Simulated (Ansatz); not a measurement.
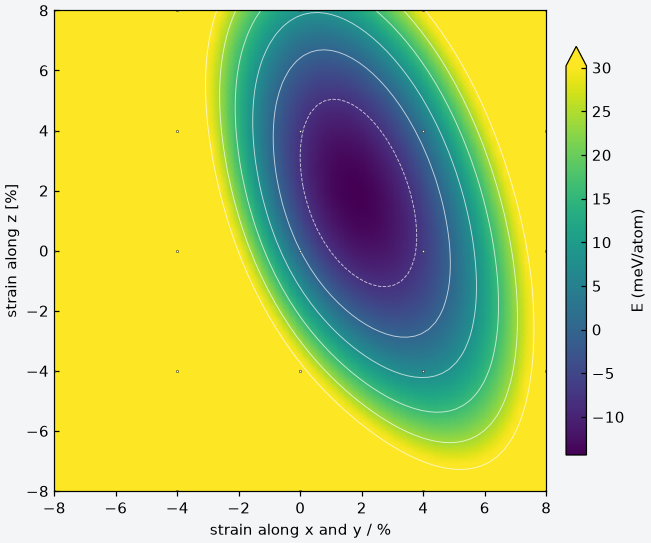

Ge (Fd-3m, No. 227; 2 atoms in the cell). 
- The cell is strained homogeneously, by one strain along x and y and another along z, with fractional coordinates fixed (x, y and z along the cube axes).
- The first coordinate is: strain along x and y; the second: strain along z.
- Grid: 5 × 5 points.
- Points are written as (first, second).
- All energies are given in meV/atom relative to the unstrained cell.
- The reference cell is the one listed in the database, not relaxed at this level.
- Computed with DFT PBE, scalar-relativistic, plane waves, PAW (Ansatz 0.2.0). Settings: cutoff 420 eV, k-mesh 14×14×14, gaussian smearing 0.15 eV, no spin polarisation.

The picture shows a smooth colour map with a few white contour lines, dots at the grid points, one colour for all values above the top of the scale. Between grid points the surface is interpolated.

**Estimate the clamped-ion elastic constants that this map fixes.**

With the cell volume of 45.3 Å³, the curvatures of the interpolated surface at its minimum give C₁₁ + C₂₂ + 2C₁₂ ≈ 290 GPa, C₃₃ ≈ 105 GPa and C₁₃ + C₂₃ ≈ 75 GPa (clamped ions, Cartesian axes of the cell). A stretch of 1 % along z with free sides (kept equal in x and y) would change the in-plane lengths by about −0.26 %.
